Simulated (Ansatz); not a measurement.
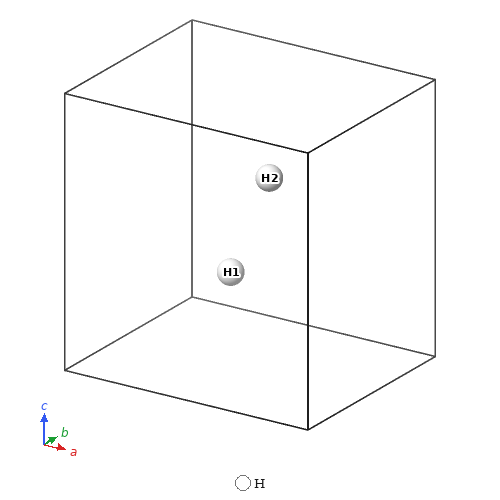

The system is H (P6_3/mmc, No. 194; 2 atoms in the cell); the picture shows the reference structure. The energy is mapped over the lattice constants a and c of the conventional cell. First axis: lattice constant a (and b). Second axis: lattice constant c. Nothing is relaxed (symmetry fixes all fractional coordinates). Grid: 7 × 7 points. All energies are given in meV/atom relative to the relaxed crystal. All numbers below come from Ansatz 0.2.0, DFT PBE, scalar-relativistic, plane waves, PAW. Settings: cutoff 520 eV, k-mesh 6×6×6, gaussian smearing 0.05 eV, spin-polarised.

Its coordinates:

```yaml
crystal:
  lattice:
    - [5.69853, 0.00000, 0.00000]
    - [-2.84927, 4.93507, 0.00000]
    - [0.00000, 0.00000, 4.28059]
  atoms:
    - { symbol: H, position: [0.33333, 0.66667, 0.25000] }
    - { symbol: H, position: [0.66667, 0.33333, 0.75000] }
```

Range: lattice constant a (and b) from 5.300 to 6.097 Å; lattice constant c from 4.067 to 4.495 Å.

> Predict the map.

The lowest grid point is at lattice constant a (and b) = 6.097 Å, lattice constant c = 4.495 Å, −0.96 meV/atom from the relaxed crystal. It lies at the edge of the scanned range, so the true minimum may lie outside. The highest grid point, lattice constant a (and b) = 5.300 Å, lattice constant c = 4.067 Å, lies 4.41 meV/atom above the lowest. The gap on the k-mesh is 6.9 eV at the lowest point and runs from 6.5 to 6.9 eV over the map.

```csv
"lattice constant c ↓, lattice constant a (and b) →",5.300,5.433,5.566,5.699,5.832,5.965,6.097
4.495,1.00,0.35,−0.13,−0.48,−0.73,−0.88,−0.96
4.423,1.31,0.60,0.06,−0.35,−0.63,−0.82,−0.93
4.352,1.66,0.87,0.27,−0.19,−0.51,−0.74,−0.88
4.281,2.04,1.18,0.51,0.00,−0.37,−0.64,−0.81
4.209,2.47,1.52,0.78,0.22,−0.21,−0.51,−0.72
4.138,2.94,1.91,1.10,0.47,0.00,−0.35,−0.60
4.067,3.45,2.34,1.45,0.76,0.24,−0.16,−0.44
```

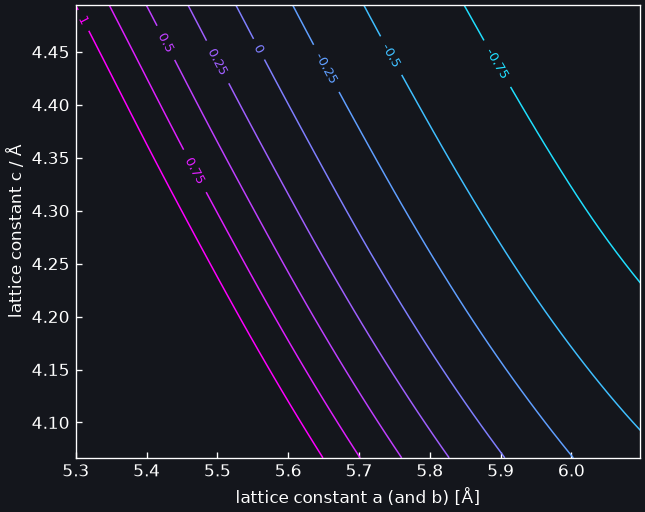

Drawn: contour lines labelled in meV/atom (none above 1). Between grid points the surface is interpolated.

Time for the 49 points that were run: 12 min on 1 thread of Arm Neoverse V1 (shared host).
